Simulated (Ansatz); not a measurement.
# Run report: CuO, geometry relaxation (part 3 of 3)

Continued. System: CuO (4 atoms in the cell). Method: DFT r2SCAN, scalar-relativistic, plane waves, PAW, spin-polarised (Ansatz 0.2.0); cutoff 500 eV, 16×16×10 k-mesh, Gaussian smearing of 0.1 eV, collinear spins. The structure derives from a Materials Project entry. It belongs to a series of runs on one base structure; here: structure listed in a database for this formula (P-1, No. 2).

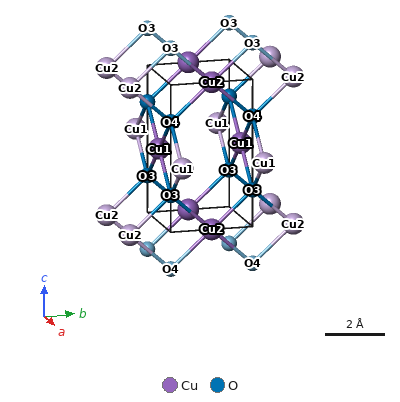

Figure 1. The geometry at step 4 of the log (ball-and-stick view of the cell of the calculation, seen slightly off an axis; neighbours outside the cell are drawn fainter; atoms are numbered from 1 in the order of the input).

```
basis re-selected at this cell: Δ(F+E_penalty+E_count) = -8.552e-5 eV, ΔP = +0.000 GPa vs the last step (what re-selecting the basis moved, of the pressure what is left beyond the Pulay correction that the steps carried, after the strain that the cell walked since its last selection, with what the two solves' SCF thresholds leave and, on support functions, any second-order correction that the steps lacked; it is no measure of the basis error at this ecutwfc). This SCF's stress stands 6.78e-3 GPa from its target on what of the cell is left free (relax.cell.stress_tol is 5.00e-2 GPa) and its largest allowed force component is 4.70e-4 eV/Å (relax.f_tol is 1.00e-2 eV/Å): within both
SCF converged after 8 iterations
Stability not checked: this state was not tested for a lower state beside it, because the mixer in use, unlike msr1, does not test its closes by its own steps (another_mixer; see scf.mixing.algorithm and scf.lower_state_search)
Magnetization: 1.8873 μB (25.9437 up, 24.0563 down)
Absolute magnetization: 2.0429 μB (∫|ρ↑−ρ↓|, with the PAW one-centre terms)
Spin contamination: 0.0088 ħ² per cell (⟨S²⟩ above its minimum at these occupations)
Per-site moments (μB) at R_I (Å): [(0.6266788880562604, 0.7986215427170112), (0.6266762563832897, 0.7986167631522811), (0.3254754580702448, 0.7986167631522811), (0.3254754580702449, 0.7986167631522813)]
Free energy (F): -14397.411456 eV
Harris-Foulkes:  -14397.411456 eV  (|F-HF|=7.28e-12)
Internal energy: -14397.408586 eV  (E = F + TS)
E sigma→0 (E₀):  -14397.410021 eV
Entropy (-TS):   -0.002870 eV (-0.718 meV/atom)
Fermi energy:    11.121210 eV
--- Per-component energies (eV) ---
  E_band       = -978.566175
  E_kinetic    = 943.441941
  E_local      = -10044.226067  (includes V_loc(G=0)·N_el)
  E_nonlocal   = 879.674528
  E_hartree    = 4351.809564
  E_xc         = -311.970296
  E_vxc        = -455.940472  (∫ρ·V_xc dr)
  E_paw        = -3666.216494  (= ΣΔE_a)
  E_vpaw       = -1035.559598  (= ΣTr[D̂ρ^β])
  E_aug_tail   = 0.002392  (compensation charges beyond the density's cutoff)
  E_vtau       = 30.422047  (kinetic-family band-sum trace: ∫τ·v_τ [+ j·A + Jᵃ·Aᵃ] dr)
  E_ewald      = -6549.258057
  E_core_change = -0.666098  (= ΣΔE_core)
  E_smearing   = -0.002870  (= −TS)
  E_closure    = -0.000000  (closes the sum)
  Σ components = -14397.411456   (vs F -14397.411456, Δ=0.00e0)
--- Forces (eV/Å), atoms counted from 1 ---
  atom   1  Cu     0.00000000     0.00000000     0.00000000
  atom   2  Cu     0.00000000     0.00000000     0.00000000
  atom   3  O      0.00032764    -0.00047016    -0.00012991
  atom   4  O     -0.00032764     0.00047016     0.00012991
  max |Σ_I F_I| component: 0.00e0 eV/Å
--- Stress (GPa, compression-positive) ---
       -0.001569      -0.003918      -0.000745
       -0.003916      -0.001837      -0.001778
       -0.000744      -0.001776       0.006415
  P = ⅓ Tr σ = 0.0010 GPa (0.010 kbar)
--- Band table (eV; the first three rows and the last of 2568) ---
  k-point 0 ↑: bands = ["-106.4454", "-106.4451", "-62.5498", "-62.5498", "-62.5233", "-62.5175", "-61.6439", "-61.6439", "-10.0629", "-8.7875", "2.4616", "4.6894", "4.6910", "6.7507", "7.0759", "7.3680", "7.3935", "7.3938", "7.8347", "7.8353", "7.9769", "8.0570", "8.1560", "8.5218", "11.0376", "11.0397", "12.7546", "17.7638", "18.8216", "25.2361", "26.5432", "26.5440"]
  k-point 1 ↑: bands = ["-106.4454", "-106.4451", "-62.5498", "-62.5498", "-62.5231", "-62.5176", "-61.6439", "-61.6439", "-10.0366", "-8.8253", "2.5594", "4.6930", "4.6946", "6.7392", "7.0771", "7.2253", "7.2531", "7.2533", "7.9788", "8.0111", "8.0118", "8.0550", "8.1455", "8.5018", "10.9893", "10.9913", "12.8964", "17.3527", "19.3128", "25.2670", "26.5999", "26.6005"]
  k-point 2 ↑: bands = ["-106.4454", "-106.4451", "-62.5498", "-62.5498", "-62.5227", "-62.5180", "-61.6439", "-61.6439", "-9.9592", "-8.9325", "2.8451", "4.7028", "4.7041", "6.5623", "6.9797", "7.0429", "7.0430", "7.0789", "7.9845", "8.0493", "8.1330", "8.3252", "8.3261", "8.4462", "10.8531", "10.8550", "13.2677", "16.7117", "20.1869", "25.3609", "26.1423", "26.7584"]
  k-point 1283 ↓: bands = ["-105.2743", "-105.2743", "-61.2120", "-61.2120", "-61.0931", "-61.0931", "-61.0558", "-61.0558", "-7.9568", "-7.9568", "5.2866", "5.2866", "5.3563", "5.3564", "6.0042", "6.0042", "8.0017", "8.0017", "8.3318", "8.3318", "9.1960", "9.1960", "9.8111", "9.8111", "11.8374", "11.8375", "15.3639", "15.3639", "22.8934", "22.8936", "23.3324", "23.3325"]
--- Relaxed structure (5 steps of the walk, 5 accepted, 1 SCFs on fresh bases) ---
  F+E_penalty+E_count = -14397.41145588 eV   max|allowed force component| = 4.702e-4 eV/Å   (the final SCF, on the basis selected at the relaxed cell)
  cell:  # Å, volume = 43.0142 Å³
    - [2.8868140250991177, -0.018372953284721667, -0.005061998186444809]
    - [0.020800450901823447, 2.8867930130405792, -0.005071771091642633]
    - [0.008330077832755998, 0.008185271559570752, 5.1612555305089165]
  atoms:
    - { symbol: Cu, position: [0.5, 0.0, 0.5] }
    - { symbol: Cu, position: [2.005350502624556e-19, 0.5, 1.0842021724855044e-19] }
    - { symbol: O, position: [-8.136571765075611e-5, 1.0000938616575954, 0.2500011142850578] }
    - { symbol: O, position: [1.0000813657176508, -9.38616575951387e-5, 0.7499988857149423] }
--- Löwdin populations: 4 sites ---
  site symbol       q [e]    m [muB]
     0     Cu     17.9039     0.5306
     1     Cu     17.9039     0.5306
     2      O      6.9764     0.4089
     3      O      6.9764     0.4089
  spilling = 0.004791 (of n_electrons = 50.000000)
```

File populations.tsv:
```
# site	symbol	l	j	q_up	q_dn
# orbitals = lowdin
# n_electrons = 50.000000
# spilling = 0.004791
0	Cu	0_3S	-	0.998585	0.998551
0	Cu	0_4S	-	0.278335	0.303997
0	Cu	1_3P	-	2.999226	2.999106
0	Cu	2_3D	-	4.941083	4.384989
1	Cu	0_3S	-	0.998585	0.998551
1	Cu	0_4S	-	0.278335	0.303997
1	Cu	1_3P	-	2.999226	2.999106
1	Cu	2_3D	-	4.941083	4.384992
2	O	0_2S	-	0.933410	0.899562
2	O	1_2P	-	2.759240	2.384147
3	O	0_2S	-	0.933410	0.899562
3	O	1_2P	-	2.759240	2.384147
```

Trajectory as extended XYZ (Å, eV, eV/Å), 6 frames, from step=1 to step=6:
```
4
Lattice="2.8795 0.0000 0.0000 0.0391 2.8793 0.0000 0.0175 0.0172 5.1763" Properties=species:S:1:pos:R:3:forces:R:3 step=1 energy=-14397.41075 pressure_GPa=0.11
Cu    1.4485    0.0086    2.5882    0.0000   0.0000   0.0000
Cu    0.0195    1.4396    0.0000    0.0000   0.0000   0.0000
O     0.0479    2.8788    1.2947   -0.0032   0.0047  -0.0147
O     2.8881    0.0177    3.8817    0.0032  -0.0047   0.0147
4
Lattice="2.8849 -0.0015 -0.0005 0.0377 2.8851 -0.0004 0.0167 0.0165 5.1644" Properties=species:S:1:pos:R:3:forces:R:3 step=2 energy=-14397.41123 pressure_GPa=0.05
Cu    1.4508    0.0075    2.5820    0.0000   0.0000   0.0000
Cu    0.0188    1.4425   -0.0002    0.0000   0.0000   0.0000
O     0.0459    2.8848    1.2909   -0.0027   0.0040  -0.0076
O     2.8933    0.0153    3.8726    0.0027  -0.0040   0.0076
4
Lattice="2.8869 -0.0038 -0.0012 0.0354 2.8869 -0.0011 0.0154 0.0153 5.1607" Properties=species:S:1:pos:R:3:forces:R:3 step=3 energy=-14397.41127 pressure_GPa=0.01
Cu    1.4512    0.0058    2.5798    0.0000   0.0000   0.0000
Cu    0.0177    1.4435   -0.0006    0.0000   0.0000   0.0000
O     0.0427    2.8871    1.2891   -0.0023   0.0032  -0.0027
O     2.8950    0.0114    3.8693    0.0023  -0.0032   0.0027
4
Lattice="2.8868 -0.0145 -0.0041 0.0247 2.8868 -0.0041 0.0100 0.0099 5.1613" Properties=species:S:1:pos:R:3:forces:R:3 step=4 energy=-14397.41136 pressure_GPa=-0.00
Cu    1.4484   -0.0023    2.5786    0.0000   0.0000   0.0000
Cu    0.0123    1.4434   -0.0021    0.0000   0.0000   0.0000
O     0.0278    2.8886    1.2862   -0.0003   0.0003   0.0000
O     2.8937   -0.0064    3.8668    0.0003  -0.0003   0.0000
4
Lattice="2.8868 -0.0184 -0.0051 0.0208 2.8868 -0.0051 0.0083 0.0082 5.1613" Properties=species:S:1:pos:R:3:forces:R:3 step=5 energy=-14397.41137 pressure_GPa=0.00
Cu    1.4476   -0.0051    2.5781    0.0000   0.0000   0.0000
Cu    0.0104    1.4434   -0.0025    0.0000   0.0000   0.0000
O     0.0226    2.8891    1.2852    0.0003  -0.0005  -0.0001
O     2.8933   -0.0125    3.8659   -0.0003   0.0005   0.0001
4
Lattice="2.8868 -0.0184 -0.0051 0.0208 2.8868 -0.0051 0.0083 0.0082 5.1613" Properties=species:S:1:pos:R:3:forces:R:3 step=6 energy=-14397.41146 pressure_GPa=0.00
Cu    1.4476   -0.0051    2.5781    0.0000   0.0000   0.0000
Cu    0.0104    1.4434   -0.0025    0.0000   0.0000   0.0000
O     0.0226    2.8891    1.2852    0.0003  -0.0005  -0.0001
O     2.8933   -0.0125    3.8659   -0.0003   0.0005   0.0001
```

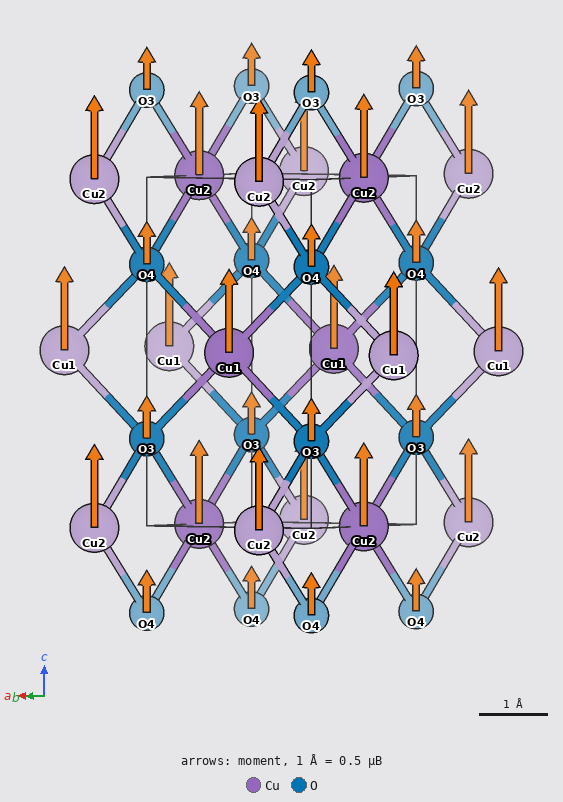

Figure 2. Magnetic moments of the sites as orange arrows (ball-and-stick view of the cell of the calculation, seen at an oblique angle; neighbours outside the cell are drawn fainter; atoms are numbered from 1 in the order of the input); small moments hardly show. The run is collinear, so the axis drawn is arbitrary. Site moments: Cu1, Cu2 (0.63 μB); O3, O4 (0.33 μB). They are counted near the atoms and needn't add up to the moment of the cell.

This output came from the following input.

Input:
```yaml
crystal:
  lattice:
    - [2.8795009639, 0.0, 0.0]
    - [0.039072758, 2.8792794796, 0.0]
    - [0.0174953863, 0.0172449008, 5.1763391994]
  atoms:
    - { symbol: Cu, position: [0.5, 0.0, 0.5], spin: 0.69 }
    - { symbol: Cu, position: [0.0, 0.5, 0.0], spin: 0.69 }
    - { symbol: O, position: [0.00157603, 0.99832822, 0.2501129], spin: 0.36 }
    - { symbol: O, position: [0.99842397, 0.00167178, 0.7498871], spin: 0.36 }
basis:
  ecutwfc: 500
kpoints:
  mp_grid: { grid: [16, 16, 10] }
hamiltonian:
  xc: r2scan
scf:
  occupations: { method: gaussian, width: 0.1 }
output:
  forces: true
  stress: true
  eigenvalues: true
  populations: true
magnetization:
  spin_polarized: true
relax:
  adjacent_minimum: "off"
  f_tol: 0.01
  max_steps: 80
  cell: { stress_tol: 0.05 }
```

Command:
```bash
ansatz run input.yaml --threads 1 --pin off --max-ram 3072MiB --backend cpu --events-out ev --progress --plain --runs-dir out
```

Key numbers:

| quantity | value |
| --- | --- |
| outcome | converged |
| space group (tolerance 0.01 Å) | C2/c (15) → P4₂/mmc (131) |
| electrons treated | 50 |
| free energy | −14397.4115 eV |
| Fermi energy | 11.121 eV |
| gap on the k-point mesh | none (metallic) |
| net moment of the cell | 1.89 μB |
| integrated absolute moment | 2.04 μB |
| pressure | 0.00 GPa |
| final volume | 43.01 Å³ |
| largest force (length of the vector) at the end | 0.001 eV/Å |
| final cell | a = 2.887 Å, b = 2.887 Å, c = 5.161 Å, α = 90.01°, β = 90.01°, γ = 89.95° |
| hardware | 1 thread of Arm Neoverse V2, 24 GiB of memory available, shared host |
| wall time | 44 min |
| peak memory | 2.9 GiB |

Remarks:

The electronic state found may not be the lowest one.
